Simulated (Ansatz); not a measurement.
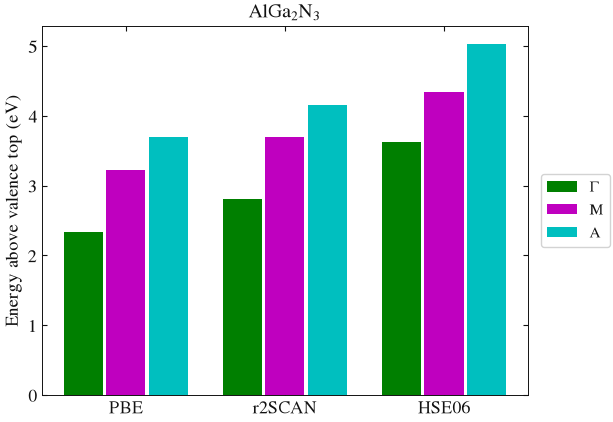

Lowest conduction level at each named k point, counted from the valence-band top at Γ, by several methods on one cell of AlGa2N3 (ordered alloy on zincblende lattice), space group P3m1, 6 atoms in the cell, relaxed with r2SCAN; a = 3.150 Å, c = 7.718 Å (hexagonal axes). All runs are without spin-orbit coupling and carry no moments. The cell is at 6 GPa in PBE.

| method | program | Γ (eV) | M (eV) | A (eV) |
| --- | --- | --- | --- | --- |
| PBE | Ansatz | 2.34 | 3.22 | 3.69 |
| r2SCAN | Ansatz | 2.81 | 3.70 | 4.16 |
| HSE06 | Ansatz | 3.62 | 4.34 | 5.03 |

One method is left out: PBE0. Predict its row. It was run as: PBE0, Ansatz PAW set, 6×6×2 k mesh, 420 eV cutoff, fixed occupations (Ansatz 0.2.0).

PBE0 keeps the long-range exact exchange that HSE06 screens off, so it lies above HSE06, here by 0.71 eV at Γ. PBE0 gives 4.33 eV at Γ, 5.07 eV at M and 5.76 eV at A, which is +1.99 eV from PBE at Γ.

Does PBE0 shift these levels rigidly from PBE?

The shifts are +1.99 eV at Γ, +1.85 eV at M and +2.07 eV at A, and at points that aren't plotted +1.95 eV (L), +2.07 eV (K) and +2.05 eV (H): over the named points that both runs hold, a spread of 0.22 eV on a mean of 2.00 eV, so one shift describes them only roughly.

How do the methods rank at Γ?

From low to high: PBE 2.34, r2SCAN 2.81, HSE06 3.62, PBE0 4.33 eV.

Settings. PBE: Ansatz PAW set, 12×12×4 k mesh, 420 eV cutoff, Fermi-Dirac smearing of 0.02 eV (Ansatz 0.2.0). r2SCAN: Ansatz PAW set, 12×12×4 k mesh, 500 eV cutoff, fixed occupations (Ansatz 0.2.0). HSE06: Ansatz PAW set, 6×6×2 k mesh, 420 eV cutoff, fixed occupations (Ansatz 0.2.0).

The cell was built by a generator and needn't be a form met in nature. r2SCAN, HSE06 and PBE0: the PAW data sets were made with another functional. LDA, GGA and most meta-GGA functionals understate gaps. HSE06 and PBE0: the k mesh is thin for exact exchange.
